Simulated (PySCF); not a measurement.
**C2H2Cl2 (cis-1,2-Dichloroethene): levels of theory compared**

Wanted: a comparison of 6 runs (B3LYP/6-311+G**, BLYP/6-311+G**, CAM-B3LYP/6-311+G**, M06-L/6-311+G**, wB97X/6-311+G**, CCSD(T)/6-311+G**) of C2H2Cl2 (cis-1,2-Dichloroethene). 

The calculation is run with PySCF 2.14.0.

## 1. The system as given

The species is C2H2Cl2 (6 atoms), meant as a singlet with charge 0. SMILES: `Cl/C=C\Cl`. Geometry: relaxed at PBE0-D4/def2-TZVP.

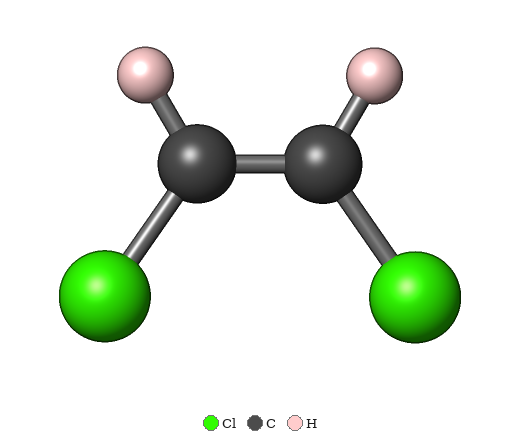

Viewed from a chosen angle; chlorine green, carbon dark grey, hydrogen pink.

## 2. The energy at B3LYP/6-311+G(d,p) (run 1)

Contents of geometry.xyz:

```xyz
6

Cl     0.715370    -1.874620    -0.448160
C      0.641760    -0.223420    -0.028920
C     -0.475600     0.475660     0.100770
Cl    -2.046720    -0.146510    -0.127570
H      1.602850     0.246110     0.133560
H     -0.437660     1.522780     0.370320
```

Contents of run.py:

```python
# cis-1,2-Dichloroethene
from pyscf import gto, dft

mol = gto.M(
    atom='geometry.xyz',
    max_memory=1860,
    verbose=3,
    basis='6-311+g**',
)

mf = dft.RKS(mol)
mf.xc = 'b3lyp'
mf.conv_tol = 1e-10
mf.grids.level = 5
mf.kernel()
if not mf.converged:
    mf = mf.newton().run(mf.mo_coeff, mf.mo_occ)

e_final = mf.e_tot
print('Final energy', e_final)
```

The run is started by

```console
OMP_NUM_THREADS=1 python run.py
```

What it wrote:

```text
converged SCF energy = -997.858896773633
Final energy -997.858896773633
```

Wall time 18 s (1 thread of Arm Neoverse V2, shared host); peak memory 0.63 GiB.

## 3. The energy at BLYP/6-311+G(d,p) (run 2)

Contents of job.py:

```python
from pyscf import gto, dft

mol = gto.M(
    atom='''
Cl   0.715370  -1.874620  -0.448160
C    0.641760  -0.223420  -0.028920
C   -0.475600   0.475660   0.100770
Cl  -2.046720  -0.146510  -0.127570
H    1.602850   0.246110   0.133560
H   -0.437660   1.522780   0.370320
''',
    verbose=4,
    basis='6-311+g**',
    max_memory=1860,
)

mf = dft.RKS(mol, xc='blyp')
mf.grids.level = 5
mf.conv_tol = 1e-10
mf.kernel()
if not mf.converged:
    mf = mf.newton().run(mf.mo_coeff, mf.mo_occ)

etot = mf.e_tot
print(f'total energy: {etot:.8f} hartree')
```

The run is started by

```console
OMP_NUM_THREADS=1 python job.py
```

What it wrote:

```text
PySCF version 2.14.0

[... 74 lines left out ...]
converged SCF energy = -997.791898393822
total energy: -997.79189839 hartree
```

Run time: 17 s. Hardware: 1 thread of Arm Neoverse V2, shared host; peak memory 0.63 GiB.

Runs 3 to 5 aren't shown in full; the table further down has their settings and results.

## 4. The energy at CCSD(T)/6-311+G(d,p) (run 6)

Contents of job.py:

```python
from pyscf import gto, cc

mol = gto.M(
    atom='''
Cl     1.351853    -3.542518    -0.846900
C      1.212751    -0.422203    -0.054651
C     -0.898754     0.898867     0.190428
Cl    -3.867740    -0.276864    -0.241072
H      3.028948     0.465080     0.252392
H     -0.827058     2.877637     0.699803
''',
    basis='6-311+g**',
    max_memory=1860,
    unit='bohr',
    spin=0,
    verbose=3,
)

mf = mol.RHF()
mf.conv_tol = 1e-10
mf.kernel()
if not mf.converged:
    mf = mf.newton().run(mf.mo_coeff, mf.mo_occ)

mycc = cc.CCSD(mf, frozen=12)
mycc.kernel()
e_t = mycc.ccsd_t()
e_final = mycc.e_tot + e_t
print('E = %.10f Eh' % e_final)
```

The run is started by

```console
OMP_NUM_THREADS=1 python job.py
```

What it wrote:

```text
converged SCF energy = -995.900939257589
E(CCSD) = -996.4963526724306  E_corr = -0.5954134148419004
CCSD(T) correction = -0.0218678289559839
E = -996.5182205014 Eh
```

Wall time 82 s (1 thread of Arm Neoverse V2, shared host); peak memory 0.92 GiB.

## 5. Overview of the runs

```csv
run,level,integration grid,frozen core orbitals,energy (Eh),dipole moment (D) of the reference,HOMO energy (eV),LUMO energy (eV),wall time
1,B3LYP/6-311+G**,5,–,-997.858897,1.86,-7.22,-0.75,18 s
2,BLYP/6-311+G**,5,–,-997.791898,1.73,-6.12,-1.34,17 s
3,CAM-B3LYP/6-311+G**,5,–,-997.809715,1.96,-8.76,0.57,31 s
4,M06-L/6-311+G**,5,–,-997.800961,1.73,-6.43,-1.23,41 s
5,wB97X/6-311+G**,5,–,-997.800142,2.01,-9.77,1.60,30 s
6,CCSD(T)/6-311+G**,–,12,-996.518221,2.20,-10.03,1.79,82 s
```

## 6. What came out

| quantity | value |
| --- | --- |
| run 6: total energy | -996.51822 Eh |
| run 6: dipole moment (Hartree–Fock density) | 2.20 D |
| run 6: HOMO energy (Hartree–Fock orbitals) | -10.03 eV |
| run 6: LUMO energy (Hartree–Fock orbitals) | 1.79 eV |
| run 6: HOMO–LUMO gap (Hartree–Fock orbitals) | 11.82 eV |
| run 6: correlation energy (12 core orbitals frozen) | -617.3 mEh |
| run 6: (T) correction | -21.87 mEh |
| run 6: T1 diagnostic | 0.011 |

In words: Over runs 1, 2, 3, 4, 5 the dipole moment (its size) runs from 1.73 D (M06-L/6-311+G**) to 2.01 D (wB97X/6-311+G**). Over runs 1, 2, 3, 4, 5 the HOMO–LUMO gap runs from 4.79 eV (BLYP/6-311+G**) to 11.37 eV (wB97X/6-311+G**). Totals of different functionals can't be ranked against each other. All runs together took 3.6 min, the longest 82 s.
